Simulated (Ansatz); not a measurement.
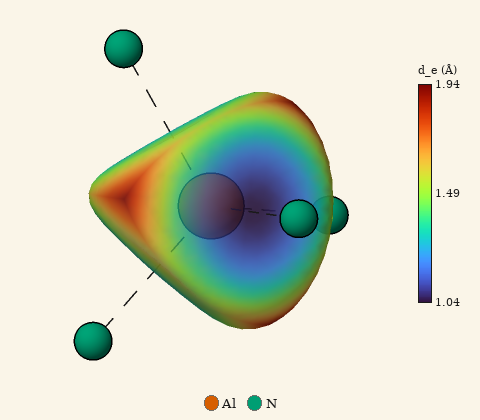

Hirshfeld surface computed for one Al atom in AlN (F-43m, No. 216), coloured by d_e. Dashed lines lead to the closest neighbours outside.

The surface is where the fragment's share of the procrystal density (the sum of the densities of spherically averaged neutral Hartree-Fock atoms) equals one half. d_i and d_e are the distances from the surface to the nearest nucleus inside and outside.

The cell is taken from the end point of a relaxation with DFT, PBEsol, plane waves, PAW (Ansatz); the starting structure was generated, so it need not be a known form of this composition.

```
CELL_PARAMETERS angstrom
4.37751 0.00000 0.00000
0.00000 4.37751 0.00000
0.00000 0.00000 4.37751
ATOMIC_POSITIONS crystal
Al 0.00000 0.00000 0.00000
N 0.25000 0.25000 0.75000
Al 0.00000 0.50000 0.50000
N 0.25000 0.75000 0.25000
Al 0.50000 0.00000 0.50000
N 0.75000 0.25000 0.25000
Al 0.50000 0.50000 0.00000
N 0.75000 0.75000 0.75000
```

> What is the shortest distance from the fragment to an atom outside it?

Al–N, 1.90 Å.

> How is the surface shared among contacts (nearest atom inside ··· nearest atom outside)?

Al···N 100 %. The surface faces 4 neighbours with more than 2 % of its area each: 4 N.

> Give the size and shape of the surface.

It encloses about 6.3 Å³, has an area of about 19 Å² and a globularity of 0.88 (1 for a sphere).
